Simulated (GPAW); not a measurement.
# BAs (F-43m): refractive index against wavelength

The refractive index of BAs (F-43m) below the direct gap (3.27 eV on the mesh) is read from one computed spectrum, n = √(Re ε).

Cell: a, b, c = 3.378, 3.378, 3.378 Å (primitive vectors), 2 atoms.

Method: GPAW 26.7.0, LDA, RPA, k-mesh 16×16×16, local fields up to 30 eV, Lorentzian half width 0.1 eV.

Launch of the response step: `OMP_NUM_THREADS=1 python df.py`. The run took 24 s, its band step included, on 1 thread of Arm Neoverse V2 (shared host).

| wavelength (nm) | photon energy E (eV) | n |
| --- | --- | --- |
| 1550 | 0.800 | 3.1424 |
| 1310 | 0.946 | 3.1553 |
| 1064 | 1.165 | ? |
| 850 | 1.459 | 3.2214 |
| 700 | 1.771 | 3.2807 |
| 633 | 1.959 | 3.3251 |
| 532 | 2.331 | 3.4387 |

In the single-oscillator model n² − 1 = E₀E_d/(E₀² − E²), so 1/(n² − 1) = E₀/E_d − E²/(E₀E_d) is linear in E².

Working, on the rows shown:

| x = E² (eV²) | y = 1/(n² − 1) |
| --- | --- |
| 0.639837 | 0.11268 |
| 0.895757 | 0.111658 |
| 2.12762 | 0.106639 |
| 3.13716 | 0.102428 |
| 3.83641 | 0.0994403 |
| 5.43137 | 0.0923817 |

Means: x̄ = 2.678, ȳ = 0.1042. Σ(x − x̄)(y − ȳ) = -0.07079, Σ(x − x̄)² = 16.77. Slope = -0.07079 / 16.77 = -0.004222; intercept = ȳ − slope · x̄ = 0.11551. Turned back into n, the line misses the rows shown by at most 0.0034.

Q: Fill in the last column of the withheld row.

A: At x = 1.3578 the line gives y = 0.10978, that is 3.1795. The run gave 3.1794, so the interpolation is off by 0.00011, 0.0 % of the range in the table.

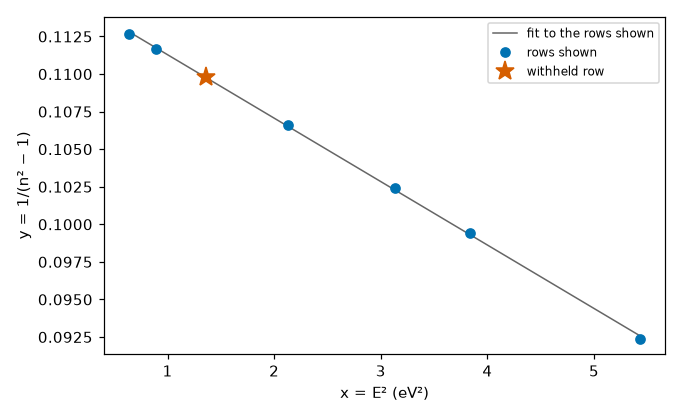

Refitted with all rows, the slope is -0.004222 and the intercept 0.11551. These give E₀ = √(intercept/−slope) = 5.23 eV and E_d = E₀/intercept = 45.3 eV; E₀ is 1.6 times the direct gap. The electronic limit at long wavelengths, without lattice vibrations, is n = √(1 + 1/intercept) = 3.108. Excitons are left out; LDA gaps are as a rule too small. The values come from a sum over the points of one k-mesh and carry its error, which grows as the direct gap shrinks. The local-field cutoff holds few shells of reciprocal vectors for this small cell, so ε∞ can read a few per cent high. Spin-orbit coupling is left out.
